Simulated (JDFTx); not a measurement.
**Band-structure run of SnSe**

System: SnSe (Fm-3m, 2 atoms in the cell).
Method: Kohn-Sham DFT of a periodic cell, PBE, PseudoDojo-SR-PBE-0.5-standard, no spin polarisation (JDFTx 1.7.0 (patched build)).

The structure derives from an entry of the Crystallography Open Database.

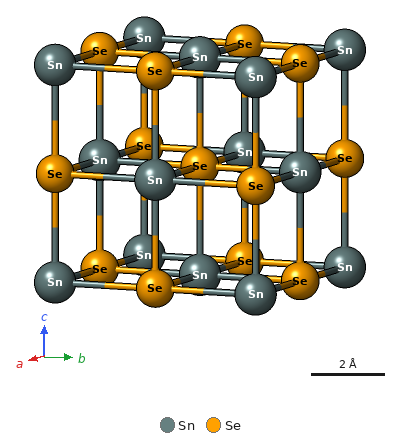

*The structure (ball-and-stick view of the cell 4 times as large as that of the calculation, set on its symmetry axes, seen slightly off an axis).*

Near neighbours in the crystal (not all of them lie inside the picture): Sn has 6 Se at 3.01 Å; Se has 6 Sn at 3.01 Å.

Input
```
lattice \
    0.0000000000     5.6880756351     5.6880756351 \
    5.6880756351     0.0000000000     5.6880756351 \
    5.6880756351     5.6880756351     0.0000000000
coords-type Lattice
ion Sn     0.0000000000     0.0000000000     0.0000000000 1
ion Se     0.5000000000     0.5000000000     0.5000000000 1

ion-species pseudo/Sn.upf
ion-species pseudo/Se.upf
elec-cutoff 43 344
elec-ex-corr gga-PBE
elec-smearing Fermi 0.0018374661
elec-n-bands 22
electronic-minimize nIterations 30 energyDiffThreshold 1e-06
davidson-band-ratio 1.3
forces-output-coords Cartesian
include path.kpoints
symmetries none
fix-electron-density run.$VAR

dump-name bands.$VAR
dump End Ecomponents EigStats BandEigs Kpoints Forces
```

File path.kpoints
```
kpoint +0.0000000000 +0.0000000000 +0.0000000000 0.020000000000
kpoint +0.0714285714 +0.0000000000 +0.0714285714 0.020000000000
kpoint +0.1428571429 +0.0000000000 +0.1428571429 0.020000000000
kpoint +0.2142857143 +0.0000000000 +0.2142857143 0.020000000000
kpoint +0.2857142857 +0.0000000000 +0.2857142857 0.020000000000
kpoint +0.3571428571 +0.0000000000 +0.3571428571 0.020000000000
kpoint +0.4285714286 +0.0000000000 +0.4285714286 0.020000000000
kpoint +0.5000000000 +0.0000000000 +0.5000000000 0.020000000000
kpoint +0.5000000000 +0.0833333333 +0.5833333333 0.020000000000
kpoint +0.5000000000 +0.1666666667 +0.6666666667 0.020000000000
kpoint +0.5000000000 +0.2500000000 +0.7500000000 0.020000000000
kpoint +0.4375000000 +0.3125000000 +0.7500000000 0.020000000000
kpoint +0.3750000000 +0.3750000000 +0.7500000000 0.020000000000
kpoint +0.3281250000 +0.3281250000 +0.6562500000 0.020000000000
kpoint +0.2812500000 +0.2812500000 +0.5625000000 0.020000000000
kpoint +0.2343750000 +0.2343750000 +0.4687500000 0.020000000000
kpoint +0.1875000000 +0.1875000000 +0.3750000000 0.020000000000
kpoint +0.1406250000 +0.1406250000 +0.2812500000 0.020000000000
kpoint +0.0937500000 +0.0937500000 +0.1875000000 0.020000000000
kpoint +0.0468750000 +0.0468750000 +0.0937500000 0.020000000000
kpoint +0.0000000000 +0.0000000000 +0.0000000000 0.020000000000
kpoint +0.0833333333 +0.0833333333 +0.0833333333 0.020000000000
kpoint +0.1666666667 +0.1666666667 +0.1666666667 0.020000000000
kpoint +0.2500000000 +0.2500000000 +0.2500000000 0.020000000000
kpoint +0.3333333333 +0.3333333333 +0.3333333333 0.020000000000
kpoint +0.4166666667 +0.4166666667 +0.4166666667 0.020000000000
kpoint +0.5000000000 +0.5000000000 +0.5000000000 0.020000000000
kpoint +0.5250000000 +0.4500000000 +0.5250000000 0.020000000000
kpoint +0.5500000000 +0.4000000000 +0.5500000000 0.020000000000
kpoint +0.5750000000 +0.3500000000 +0.5750000000 0.020000000000
kpoint +0.6000000000 +0.3000000000 +0.6000000000 0.020000000000
kpoint +0.6250000000 +0.2500000000 +0.6250000000 0.020000000000
kpoint +0.5625000000 +0.2500000000 +0.6875000000 0.020000000000
kpoint +0.5000000000 +0.2500000000 +0.7500000000 0.020000000000
kpoint +0.5000000000 +0.2916666667 +0.7083333333 0.020000000000
kpoint +0.5000000000 +0.3333333333 +0.6666666667 0.020000000000
kpoint +0.5000000000 +0.3750000000 +0.6250000000 0.020000000000
kpoint +0.5000000000 +0.4166666667 +0.5833333333 0.020000000000
kpoint +0.5000000000 +0.4583333333 +0.5416666667 0.020000000000
kpoint +0.5000000000 +0.5000000000 +0.5000000000 0.020000000000
kpoint +0.4791666667 +0.4791666667 +0.5416666667 0.020000000000
kpoint +0.4583333333 +0.4583333333 +0.5833333333 0.020000000000
kpoint +0.4375000000 +0.4375000000 +0.6250000000 0.020000000000
kpoint +0.4166666667 +0.4166666667 +0.6666666667 0.020000000000
kpoint +0.3958333333 +0.3958333333 +0.7083333333 0.020000000000
kpoint +0.3750000000 +0.3750000000 +0.7500000000 0.020000000000
kpoint +0.6250000000 +0.2500000000 +0.6250000000 0.020000000000
kpoint +0.5833333333 +0.1666666667 +0.5833333333 0.020000000000
kpoint +0.5416666667 +0.0833333333 +0.5416666667 0.020000000000
kpoint +0.5000000000 +0.0000000000 +0.5000000000 0.020000000000
```

Machine: 1 thread of Arm Neoverse V1, 24 GiB of memory available, shared host.

Command:
```bash
jdftx -c 1 -i bands.in -o bands.out
```

What the program printed
```
*************** JDFTx 1.7.0 (patched build) ***************

Input parsed successfully to the following command list (including defaults):
[... the input with its defaults ...]

---------- Initializing the Grid ----------
R =
[            0      5.68808      5.68808  ]
[      5.68808            0      5.68808  ]
[      5.68808      5.68808            0  ]
unit cell volume = 368.066
G =
[  -0.552312   0.552312   0.552312  ]
[   0.552312  -0.552312   0.552312  ]
[   0.552312   0.552312  -0.552312  ]
Minimum fftbox size, Smin = [  68  68  68  ]
Chosen fftbox size, S = [  70  70  70  ]

---------- Initializing tighter grid for wavefunction operations ----------
R =
[            0      5.68808      5.68808  ]
[      5.68808            0      5.68808  ]
[      5.68808      5.68808            0  ]
unit cell volume = 368.066
G =
[  -0.552312   0.552312   0.552312  ]
[   0.552312  -0.552312   0.552312  ]
[   0.552312   0.552312  -0.552312  ]
Minimum fftbox size, Smin = [  48  48  48  ]
Chosen fftbox size, S = [  48  48  48  ]

---------- Exchange Correlation functional ----------
Initalized PBE GGA exchange.
Initalized PBE GGA correlation.

---------- Setting up pseudopotentials ----------
Width of ionic core gaussian charges (only for fluid interactions / plotting) set to 0

Reading pseudopotential file 'pseudo/Sn.upf':
  'Sn' pseudopotential, 'PBE' functional
  Generated using ONCVPSP code by D. R. Hamann
  14 valence electrons, 3 orbitals, 6 projectors, 1001 radial grid points, with lMax = 2
    4D    l: 2   occupation: 10.0   eigenvalue: -0.949566
    5S    l: 0   occupation:  2.0   eigenvalue: -0.387678
    5P    l: 1   occupation:  2.0   eigenvalue: -0.135764
  Core radius for overlap checks: 2.33 bohrs.

Reading pseudopotential file 'pseudo/Se.upf':
  'Se' pseudopotential, 'PBE' functional
  Generated using ONCVPSP code by D. R. Hamann
  16 valence electrons, 3 orbitals, 6 projectors, 1001 radial grid points, with lMax = 2
    3D    l: 2   occupation: 10.0   eigenvalue: -1.952304
    4S    l: 0   occupation:  2.0   eigenvalue: -0.635300
    4P    l: 1   occupation:  4.0   eigenvalue: -0.239292
  Core radius for overlap checks: 1.83 bohrs.

Initialized 2 species with 2 total atoms.

Folded 50 k-points by 1x1x1 to 50 k-points.

---------- Setting up k-points, bands, fillings ----------
No reducable k-points.
Computing the number of bands and number of electrons
Calculating initial fillings.
nElectrons:  30.000000   nBands: 22   nStates: 50

----- Setting up reduced wavefunction bases (one per k-point) -----
average nbasis = 4959.100 , ideal nbasis = 4957.044

---------- Setting up ewald sum ----------
Optimum gaussian width for ewald sums = 2.583426 bohr.
Real space sum over 1331 unit cells with max indices [  5  5  5  ]
Reciprocal space sum over 2197 terms with max indices [  6  6  6  ]

---------- Allocating electronic variables ----------
Reading n from file 'run.n' ... done
Initializing wave functions:  linear combination of atomic orbitals
Note: number of bands (22) exceeds available atomic orbitals (18)

----------- Band structure minimization -------------
Minimization will be done independently for each quantum number.

---- Minimization of quantum number:     0  [ +0.0000000 +0.0000000 +0.0000000 ]  0.040000000 ----
BandDavidson: Iter:   0  Eband: -0.151833701104414
BandDavidson: Iter:   1  Eband: -0.179611946831819  dEband: -2.777825e-02
BandDavidson: Iter:   2  Eband: -0.182817609214065  dEband: -3.205662e-03
BandDavidson: Iter:   3  Eband: -0.183606455886456  dEband: -7.888467e-04
[... 690 lines of inner loops ...]
BandDavidson: Iter:  10  Eband: -0.169355367037391  dEband: -1.542107e-06
BandDavidson: Iter:  11  Eband: -0.169356047052083  dEband: -6.800147e-07
BandDavidson: Converged (dEband<1.000000e-06)
	FillingsUpdate:  mu: +0.354565149  nElectrons: 30.000000
WARNING: these k-points are no uniform mesh, so that mu and the fillings of partly filled bands are only those of these points: take mu from the calculation that made the density or potential.

Dumping 'bands.eigStats' ...
	eMin: -1.405751 at state 49 ( [ +0.500000 +0.000000 +0.500000 ] spin 0 )
	HOMO: +0.348075 at state 40 ( [ +0.479167 +0.479167 -0.458333 ] spin 0 )
	mu  : +0.354565
	LUMO: +0.359901 at state 40 ( [ +0.479167 +0.479167 -0.458333 ] spin 0 )
	eMax: +0.820158 at state 10 ( [ +0.500000 +0.250000 -0.250000 ] spin 0 )
	HOMO-LUMO gap: +0.011826
	Optical gap  : +0.011826 at state 40 ( [ +0.479167 +0.479167 -0.458333 ] spin 0 )
Done!
```

Results in brief

- outcome: converged
- space group (tolerance 0.01 Å): Fm-3m (225)
- electrons treated: 30
- Fermi energy: 9.746 eV
- gap on the band path: 0.32 eV
- wall time: 65 s
- peak memory: 0.17 GiB
